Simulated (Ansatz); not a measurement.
## HfO$_{2}$: a failed or faulty run and its cure

System: HfO$_{2}$ (slab, 12 atoms in the cell).
Method of run 1: DFT PBE, scalar-relativistic, plane waves, PAW (Ansatz 0.2.0).

Text and figures count atoms from 1; the logs count them from 0 in places.

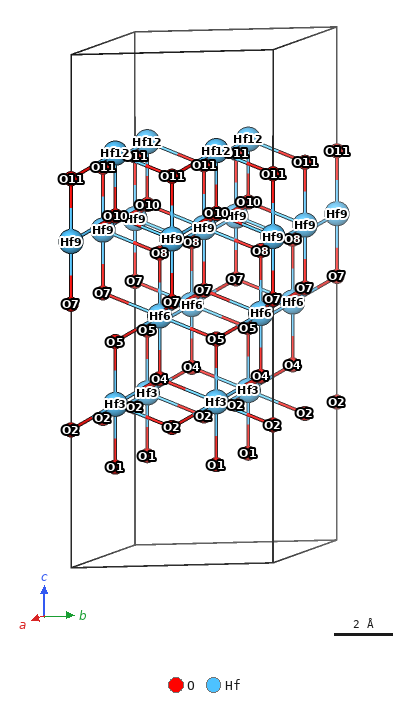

Figure 1. The input geometry (ball-and-stick view of the 2 × 2 repeat of the cell, with the vacuum cut short, seen slightly off an axis; atoms are numbered from 1 in the order of the input).

Input file, run 1:
```yaml
crystal:
  lattice:
    - [3.6045557009, 0.0, 0.0]
    - [-1.8022778505, 3.1216368064, 0.0]
    - [0.0, 0.0, 26.0366527709]
  atoms:
    - { symbol: O, position: [0.6666666667, 0.3333333333, 0.2880554604] }
    - { symbol: O, position: [0.0, 0.0, 0.3445740043] }
    - { symbol: Hf, position: [0.6666666667, 0.3333333333, 0.3728332762] }
    - { symbol: O, position: [0.3333333333, 0.6666666667, 0.4010925482] }
    - { symbol: O, position: [0.6666666667, 0.3333333333, 0.4576110921] }
    - { symbol: Hf, position: [0.3333333333, 0.6666666667, 0.485870364] }
    - { symbol: O, position: [0.0, 0.0, 0.514129636] }
    - { symbol: O, position: [0.3333333333, 0.6666666667, 0.5706481799] }
    - { symbol: Hf, position: [0.0, 0.0, 0.5989074518] }
    - { symbol: O, position: [0.6666666667, 0.3333333333, 0.6271667238] }
    - { symbol: O, position: [0.0, 0.0, 0.6836852677] }
    - { symbol: Hf, position: [0.6666666667, 0.3333333333, 0.7119445396] }
basis:
  ecutwfc: 420
kpoints:
  mp_grid: { grid: [9, 9, 1] }
hamiltonian:
  xc: pbe
scf:
  occupations: { method: gaussian, width: 0.05 }
  max_iter: 69
output:
  forces: true
  stress: true
  eigenvalues: true
efield:
  axis: 3
  dipole_correction: true
  ramp_width: 0.04
  ramp_position: 0.662
```

Command:
```bash
ansatz run input.yaml --threads 2 --pin off --max-ram 5632MiB --backend cpu --events-out ev --progress --plain --runs-dir out
```

Hardware: 2 threads of Arm Neoverse V1, 24 GiB of memory available, shared host.

Output (run 1):
```
Engine: ansatz 0.2.0, aarch64-unknown-linux-gnu
Pseudopotentials: kind: paw
Pseudopotential: O, paw, valence charge 6, recommended cutoff 420 eV (normal), O.paw.azcp
Pseudopotential: Hf, paw, valence charge 26, recommended cutoff 420 eV (normal), Hf.paw.azcp
Functional definition: PBE
  parameter kappa = 0.804
  parameter beta = 0.06672455060314922
  exchange = pbe_x(kappa = kappa, mu = beta*pi^2/3)
  correlation = pbe_c(beta = beta)
Crystal: 12 atoms, lattice volume = 292.967 Å³
Basis set: ecut = 420 eV, 5631 PW (Γ), exchange–correlation on 50×50×360 points (8 copies of the dense FFT grid, shifted against one another)
Bands: 92, of which v1, the nominal top of the filled ones, is band 76 counted from 1 (75 counted from 0)
Symmetry: 6 space group operations
Space group: P3m1 (ITA 156), of the structure as read, at distance tolerance 6.6e-5 Å
k-points: 12 of 81 (time reversal used)
Non-local potential: O, projectors of the file, l = 0: 2, l = 1: 2, l = 2: 1
Non-local potential: Hf, projectors of the file, l = 0: 3, l = 1: 2, l = 2: 2, l = 3: 3
PAW form: soft (Blöchl's): semilocal exchange-correlation on the pseudo side does not see the compensation charge
PAW one-centre angular grid: O, 110 points (default); XC on 64 Gauss nodes
PAW one-centre angular grid: Hf, 590 points (default); XC on 64 Gauss nodes
Initial density: superposition of atomic densities (neutral atoms: chi_scale 0, normalization atom), corrected by the library's trained network
Initial wavefunctions: pseudopotential atomic-orbital guess
Functional: x = pbe(κ = 0.804, μ = 0.2195149727645171), c = pbe(β = 0.06672455060314922)
Error: efield: ion 10 (O) at fractional coordinate 0.6837 along the field axis lies inside the sawtooth ramp with 2 of the planes that the density is read on at each end, [0.6509, 0.7131] — the ramp must sit in vacuum (an ion there feels the fictitious reversed slope); set or move the ramp (efield.ramp_position / ramp_width) or move the geometry
```

Diagnose this run and give a change of the input that cures it.

The program refused the input: “efield: ion 10 (O) at fractional coordinate 0.6837 along the field axis lies inside the sawtooth ramp with 2 of the planes that the density is read on at each end, [0.6509, 0.7131] — the ramp must sit in vacuum (an ion there feels the fictitious reversed slope) …”

A run of the same system that converges differs from this input as follows (lines with − go, lines with + come):
```diff
-  max_iter: 69
+  n_extra_bands: 1
-  ramp_position: 0.662
```

Output, shortened to warnings, some set-up lines, iterations and results (run 2):
```
Basis set: ecut = 420 eV, 5631 PW (Γ), exchange–correlation on 50×50×360 points (8 copies of the dense FFT grid, shifted against one another)
Symmetry: 6 space group operations
k-points: 12 of 81 (time reversal used)
Initial density: superposition of atomic densities (neutral atoms: chi_scale 0, normalization atom), corrected by the library's trained network
[...]
SCF iter   1: F=—  HF=-67435.115700 eV  |F-HF|=—  |Δ(HF+E_count)|=         —  Δρ=8.95e-3  dr2=9.75e-1  ethr=1.77e-3  p=0.273 e·Å  D=1.69e-1 V/Å  ΔV_dip=-4.39 eV  …
SCF iter   2: F=—  HF=-67450.668398 eV  |F-HF|=—  |Δ(HF+E_count)|=    1.56e1  Δρ=6.40e-2  dr2=2.13e2  ethr=6.41e-4  p=-0.183 e·Å  D=-1.13e-1 V/Å  ΔV_dip=2.94 eV  …
SCF iter   3: F=—  HF=-67435.093060 eV  |F-HF|=—  |Δ(HF+E_count)|=    1.56e1  Δρ=7.46e-3  dr2=7.17e-1  ethr=6.41e-4  p=0.272 e·Å  D=1.68e-1 V/Å  ΔV_dip=-4.38 eV  …
SCF iter   4: F=—  HF=-67435.172715 eV  |F-HF|=—  |Δ(HF+E_count)|=   7.97e-2  Δρ=2.90e-2  dr2=3.98e1  ethr=4.72e-4  p=0.254 e·Å  D=1.57e-1 V/Å  ΔV_dip=-4.08 eV  …
SCF iter   5: F=—  HF=-67435.078193 eV  |F-HF|=—  |Δ(HF+E_count)|=   9.45e-2  Δρ=5.91e-3  dr2=5.92e-1  ethr=4.72e-4  p=0.280 e·Å  D=1.73e-1 V/Å  ΔV_dip=-4.50 eV  …
[... 9 lines ...]
SCF iter  15: F=—  HF=-67435.063860 eV  |F-HF|=—  |Δ(HF+E_count)|=   8.14e-8  Δρ=1.24e-5  dr2=2.87e-6  ethr=4.13e-8  p=0.280 e·Å  D=1.73e-1 V/Å  ΔV_dip=-4.50 eV  …
SCF iter  16: F=—  HF=-67435.063860 eV  |F-HF|=—  |Δ(HF+E_count)|=   2.52e-9  Δρ=6.06e-6  dr2=1.31e-6  ethr=1.89e-9  p=0.280 e·Å  D=1.73e-1 V/Å  ΔV_dip=-4.50 eV  …
SCF iter  17: F=—  HF=-67435.063860 eV  |F-HF|=—  |Δ(HF+E_count)|=   2.32e-8  Δρ=2.15e-6  dr2=1.42e-7  ethr=8.59e-10  p=0.280 e·Å  D=1.73e-1 V/Å  ΔV_dip=-4.50 eV  …
SCF iter  18: F=-67435.063860 eV  HF=-67435.063860 eV  |F-HF|=2.02e-9  |Δ(HF+E_count)|=   9.34e-9  Δρ=1.12e-6  dr2=3.37e-9  ethr=6.58e-11  p=0.280 e·Å  D=1.73e-1 V/Å  …
SCF 1 converged in 18 iterations: F = -67435.063860 eV  dr2 = 3.37e-9
SCF converged after 18 iterations
Free energy (F): -67435.063860 eV
Harris-Foulkes:  -67435.063860 eV  (|F-HF|=2.02e-9)
Internal energy: -67435.045749 eV  (E = F + TS)
E sigma→0 (E₀):  -67435.054805 eV
Entropy (-TS):   -0.018111 eV (-1.509 meV/atom)
Fermi energy:    3.833302 eV
Dipole field:    D = 0.172722 V/Å  (p = 0.279644 e·Å, saw-weighted, corrected)
Work function:   Φ+ = 4.9158 eV   Φ− = 9.4130 eV
Levels:          The Fermi level and band energies are counted from a zero that moves with the ramp; work functions are not
--- Per-component energies (eV) ---
  E_band       = -1851.209694
  E_kinetic    = 3064.703963
  E_local      = -265143.117554  (includes V_loc(G=0)·N_el)
  E_nonlocal   = -4590.245761
  E_hartree    = 130606.774861
  E_xc         = -1781.770893
  E_vxc        = -1806.680654  (∫ρ·V_xc dr)
  E_paw        = -28965.971241  (= ΣΔE_a)
  E_vpaw       = 5427.284353  (= ΣTr[D̂ρ^β])
  E_aug_tail   = 0.019582  (compensation charges beyond the density's cutoff)
  E_efield     = 0.024150  (sawtooth field / dipole correction)
  E_vefield    = -16.726918  (∫n·V_field dr)
  E_ewald      = 99374.537142
  E_smearing   = -0.018111  (= −TS)
  E_closure    = -0.000000  (closes the sum)
  Σ components = -67435.063860   (vs F -67435.063860, Δ=0.00e0)
--- Forces (eV/Å), atoms counted from 1 ---
  atom   1  O     -0.00000000    -0.00000000     1.59439820
  atom   2  O     -0.00000000    -0.00000000     1.02257064
  atom   3  Hf     0.00000000     0.00000000    -3.75147018
  atom   4  O     -0.00000000    -0.00000000     0.93691214
  atom   5  O     -0.00000000    -0.00000000     1.01767647
  atom   6  Hf     0.00000000     0.00000000    -1.68582417
  atom   7  O     -0.00000000    -0.00000000     0.89941310
  atom   8  O      0.00000000    -0.00000000     0.87119671
  atom   9  Hf     0.00000000     0.00000000    -1.78169772
  atom  10  O     -0.00000000    -0.00000000     1.14328669
  atom  11  O     -0.00000000    -0.00000000     1.71545100
  atom  12  Hf    -0.00000000     0.00000000    -1.98189446
  max |Σ_I F_I| component: 1.84e-5 eV/Å
--- Stress (GPa, compression-positive) ---
       -2.126264      -0.000000       0.000000
       -0.000000      -2.126264      -0.000000
        0.000000      -0.000000      -2.753512
  P = ⅓ Tr σ = -2.3353 GPa (-23.353 kbar)
```

The two runs side by side:

| quantity | run 1 | run 2 |
| --- | --- | --- |
| outcome | refused | converged |
| free energy per atom (eV) | – | −5619.5887 |
| gap on the mesh (eV) | – | 0.00 |
| work function (eV) | – | 4.92 |
| largest force (eV/Å) | – | 3.751 |
| SCF iterations | – | 18 |
| irreducible k-points | – | 12 |
| plane waves at Γ | – | 5631 |

Notes on run 2: Spin–orbit coupling is left out, which matters for Hf.
